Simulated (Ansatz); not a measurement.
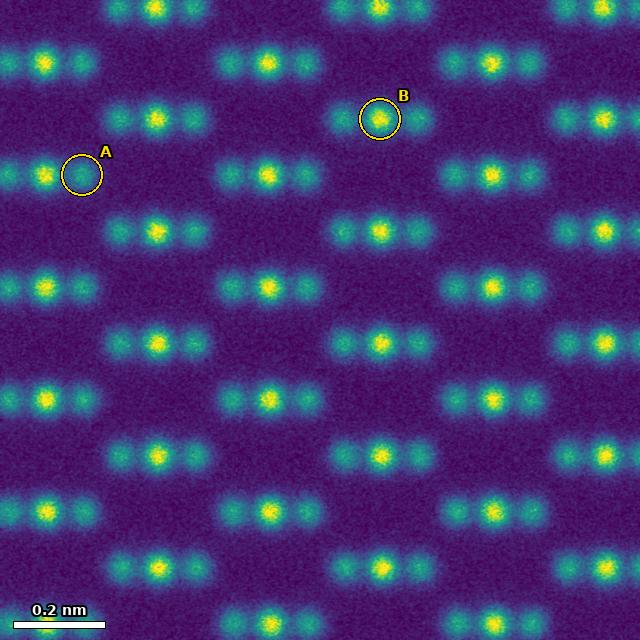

Z-contrast image of Ta (P6_3/mmc, No. 194) along [201]. The image is simulated as a sum over atoms of Z^1.7, blurred by a 0.50 Å probe (no channelling). The probe carries 15 % of its weight in a tail 2.5 times as wide. The display is stretched by a gamma of 0.8; percentages refer to the linear signal. Shot noise and a slight drift were added. Atomic positions: a calculation's starting geometry; the starting structure was generated, so it need not be a known form of this composition.

```cif
data_structure
_symmetry_space_group_name_H-M 'P6_3/mmc'
_symmetry_Int_Tables_number 194
_cell_length_a 2.8566
_cell_length_b 2.8566
_cell_length_c 10.0276
_cell_angle_alpha 90.000
_cell_angle_beta 90.000
_cell_angle_gamma 120.000
_cell_volume 70.86
loop_
_atom_site_label
_atom_site_type_symbol
_atom_site_symmetry_multiplicity
_atom_site_Wyckoff_symbol
_atom_site_fract_x
_atom_site_fract_y
_atom_site_fract_z
_atom_site_occupancy
Ta1 Ta 2 a 0.00000 0.00000 0.00000 1
Ta2 Ta 2 c 0.33333 0.66667 0.25000 1
```

**Assign the marked columns.**

A: Ta (1 Ta per 11.54 Å along the beam; about 50 % of the brightest peak). B: Ta (2 Ta per 11.54 Å along the beam; the brightest kind). Brightness is counted from the darkest point of the image.
